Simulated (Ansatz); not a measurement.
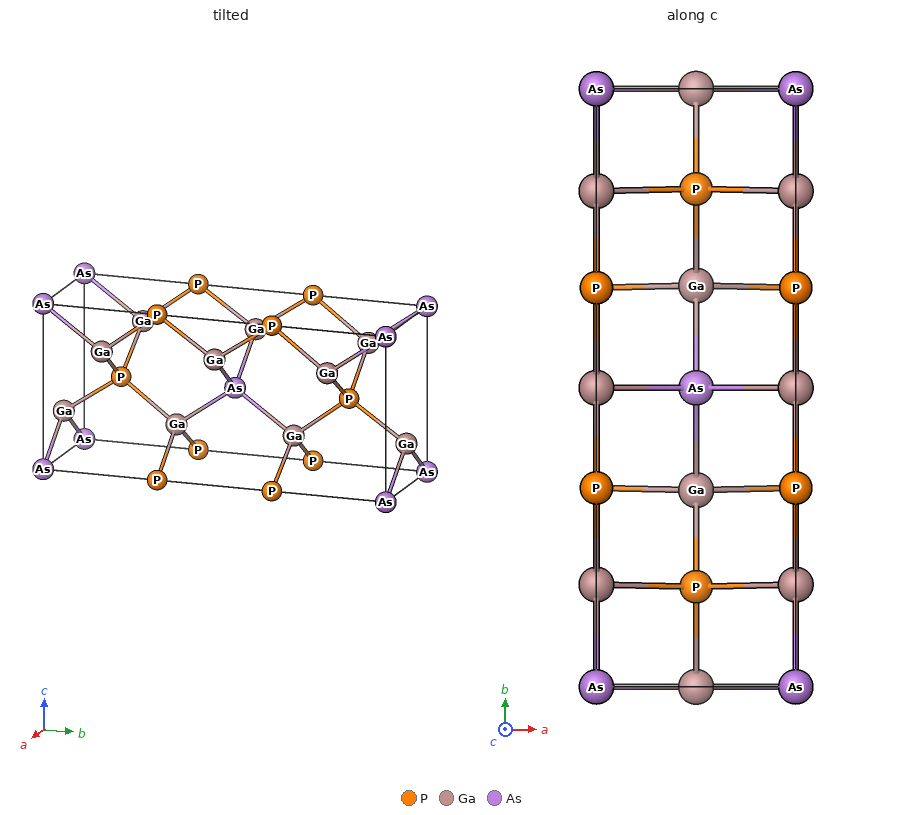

Structure drawing (ball-and-stick), viewed slightly off an axis and along the c axis. Atoms at the boundary of the conventional unit cell (the box) are drawn once for each face, edge or corner they touch.

Ga$_{3}$AsP$_{2}$, space group Imm2 (No. 44), a = 3.90 Å, b = 11.71 Å, c = 5.52 Å, α = 90.00°, β = 90.00°, γ = 90.00°.

The calculation: DFT, r2SCAN, plane waves, PAW in Ansatz 0.2.0, with a basis cut at 500 eV, k-points about 0.24 Å⁻¹ apart, Fermi-Dirac smearing of 0.02 eV, no spin polarisation.

**Predict the gap.**

A semiconductor at this level, with a gap of 1.75 eV, indirect; the smallest direct gap is 1.84 eV.

The structure comes from a structure type filled with these elements by a generator (whether the compound takes this form wasn't checked). This is the structure after a relaxation with Ansatz 0.2.0, DFT, r2SCAN, plane waves, PAW.
